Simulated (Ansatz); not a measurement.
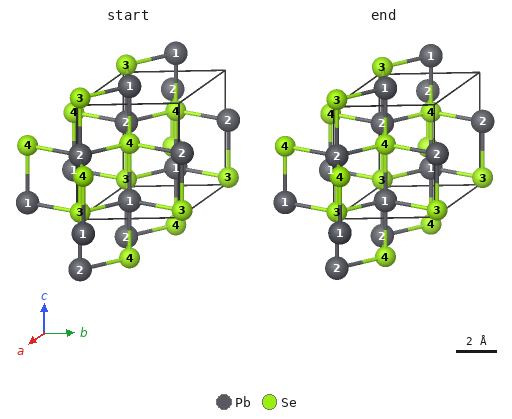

The structure of solid PbSe (built on the h-MgO (five-fold) type) before (left) and after (right) a relaxation, at one scale.

Style: ball-and-stick. Shown: the cell of the calculation, repeated 2 × 1 × 1 with one cell outlined, from a free direction.

Method: DFT, PBEsol, plane waves, PAW in Ansatz. Set-up: plane-wave cutoff 420 eV; k-point mesh 6 × 6 × 4; occupations fermi dirac; smearing width 0.02 eV; no spin polarisation; cell and atoms relaxed; force threshold 0.005 eV/Å.

Question: Summarise the run.

Answer: The atoms keep their places relative to the cell (all moves are under 0.005 Å). The volume changes by −5.1 %, with a = b 5.207 → 5.121 Å (−1.7 %), c 6.261 → 6.146 Å (−1.8 %). Near-neighbour distances that change, for instance: Pb1–Se4 3.131 → 3.073 Å, Pb1–Se3 3.006 → 2.956 Å. The space group stays P6_3/mmc (No. 194). The energy falls by 46.3 meV per cell of the calculation in 3 accepted moves (4 points after the start). All forces vanish by symmetry, so only the cell relaxes. Pressure: −1.90 GPa at the start and 0.00 GPa at the end. The SCF was repeated once at an unchanged geometry on a basis and grid sized afresh for the cell, which shifted the energy by 0.6 meV per cell of the calculation at most.
